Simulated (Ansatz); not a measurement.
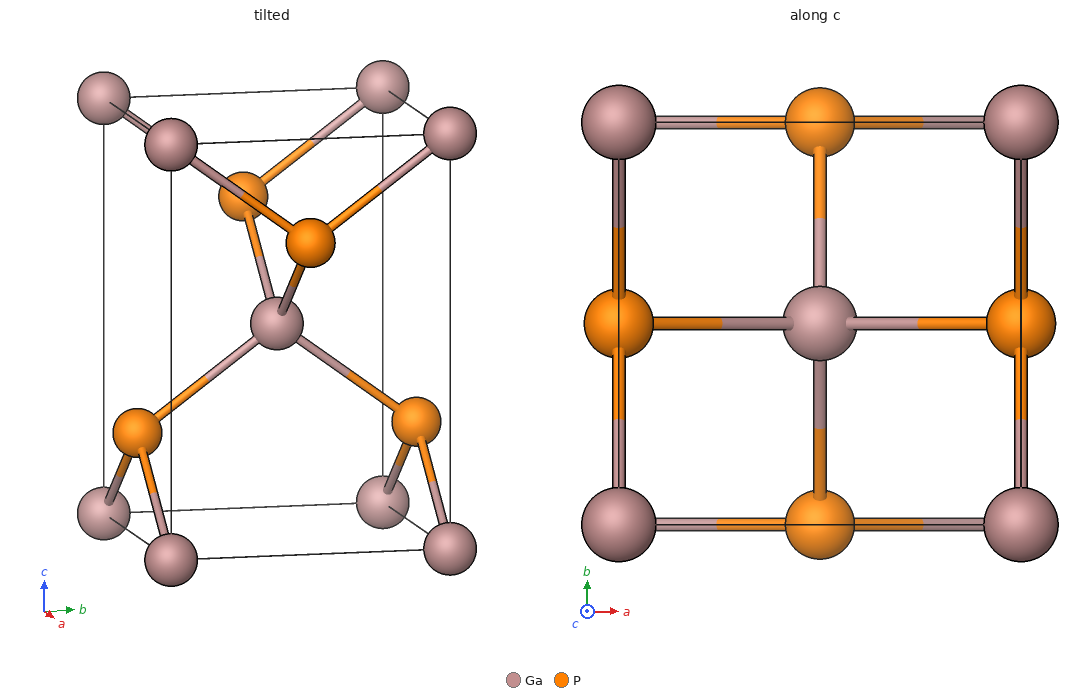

The image is a ball-and-stick drawing of a crystal, viewed slightly off an axis and along the c axis. Thin lines show the conventional unit cell, with boundary atoms drawn in all their periodic places.

GaP, space group I-4m2 (No. 119), a = 3.777 Å, b = 3.777 Å, c = 5.544 Å, α = 90.00°, β = 90.00°, γ = 90.00°. The model was built from a structure type filled with these elements by a generator (whether the compound takes this form wasn't checked). The cell was then strained or its atoms displaced on purpose. Ansatz was used for an electronic-structure calculation on it.

This one geometry was computed with Ansatz (DFT, plane waves, PAW) at four levels of theory: HSE06, r2SCAN, PBE and r2SCAN with spin-orbit coupling. It was relaxed with r2SCAN and then strained.

Which level gives the highest pressure at this volume, and what does that say about its equilibrium volume?

Answer. Highest: PBE (4.6 GPa), which points to the largest equilibrium volume. Lowest, with the smallest volume: r2SCAN (2.2 GPa) and r2SCAN with spin-orbit coupling (2.2 GPa). Levels within 0.5 GPa of each other can't be told apart.

How does the band gap change with the level of theory?

Answer. PBE: a gap of 1.37 eV, indirect; r2SCAN with spin-orbit coupling: a gap of 1.59 eV, indirect; r2SCAN: a gap of 1.61 eV, indirect; HSE06: a gap of 2.03 eV, indirect.

Collect the results in a table.

Answer.
| level | cutoff (eV) | k-mesh of the run's cell | gap (eV) | pressure (GPa) |
| --- | --- | --- | --- | --- |
| HSE06 | 420 | 6×6×6 | 2.03 | 2.9 |
| r2SCAN | 500 | 8×8×8 | 1.61 | 2.2 |
| PBE | 420 | 8×8×8 | 1.37 | 4.6 |
| r2SCAN with spin-orbit coupling | 500 | 8×8×8 | 1.59 | 2.2 |

Gaps are taken on the k-mesh or band path of each run.
